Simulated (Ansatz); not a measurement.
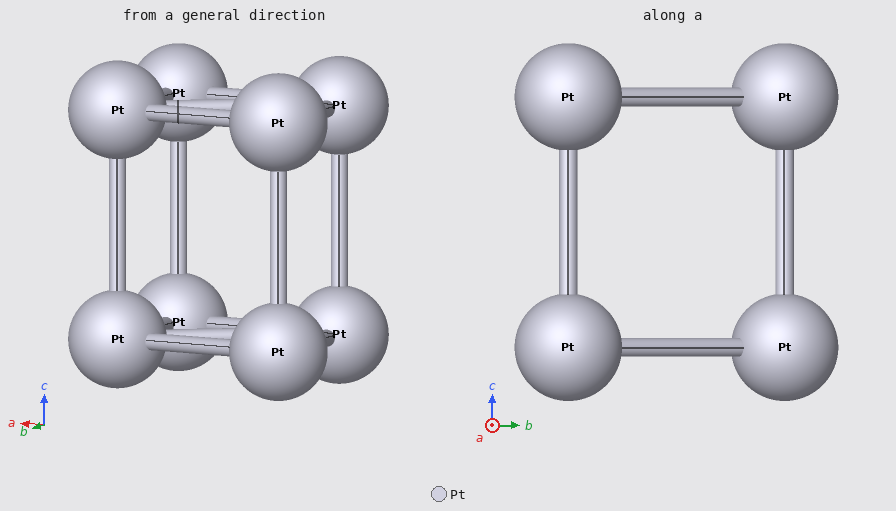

Structure drawing (ball-and-stick), viewed from a general direction and along the a axis. The lines enclose the conventional unit cell; boundary atoms appear with their images.

Cell parameters: a = 2.668 Å, b = 2.668 Å, c = 2.673 Å, α = 90.00°, β = 90.00°, γ = 120.00°.

Bonding distances used: Pt–Pt up to 2.99 Å (cut-off distances).

> Give the number of atoms in the outlined cell.

1 (platinum), counting shared atoms by their share.

> Give the prototype.

Simple hexagonal.

> Describe the connectivity.

The bonds build a three-dimensional framework.

The cell started as a textbook structure type filled with this element (whether it is the usual form wasn't checked). The final geometry of a relaxation with Ansatz, DFT r2SCAN, scalar-relativistic, plane waves, PAW is shown.
